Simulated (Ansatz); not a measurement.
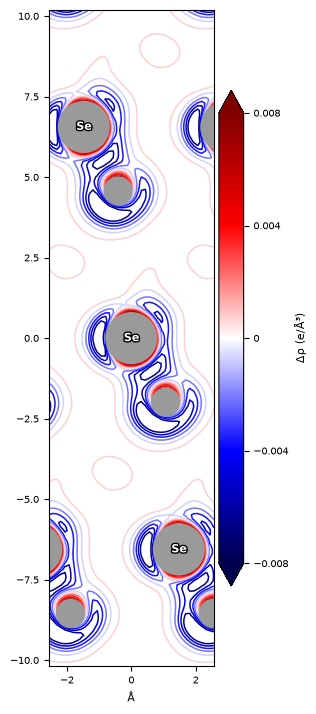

Se: difference of two self-consistent densities at the same geometry, ρ(LDA) − ρ(PBE), on the (110) plane of the conventional cell. Grey discs cover the cores, where the PAW densities can't be compared. Cores are masked to 0.8 Å (Se).

Space group R-3; not relaxed (largest force 0.5 eV/Å).

Both runs: Ansatz, scalar-relativistic, plane waves and PAW, same cutoff, k-points and PAW files (made with PBE).

```
Se
1.0
    11.36200    0.00000    0.00000
    -5.68100    9.83978    0.00000
     0.00000    0.00000    4.42900
Se
18
Direct
  0.49354 0.86894 0.78712
  0.82688 0.53560 0.45378
  0.16021 0.20227 0.12045
  0.79773 0.95794 0.12045
  0.13106 0.62461 0.78712
  0.46440 0.29127 0.45378
  0.04206 0.83979 0.12045
  0.37539 0.50646 0.78712
  0.70873 0.17312 0.45378
  0.83979 0.79773 0.87955
  0.17312 0.46440 0.54622
  0.50646 0.13106 0.21288
  0.53560 0.70873 0.54622
  0.86894 0.37539 0.21288
  0.20227 0.04206 0.87955
  0.29127 0.82688 0.54622
  0.62461 0.49354 0.21288
  0.95794 0.16021 0.87955
```

What differs between the two levels of theory?

Answer. Against PBE, and outside the masked cores, the largest gain lies at the edge of the masked core of Se, and the largest loss, 0.011 e/Å³, lies 1.0 Å from a selenium nucleus. At this volume the pressure is 3 GPa with PBE and −1 GPa with LDA. The gap on the mesh is 1.20 eV with PBE and 1.07 eV with LDA.
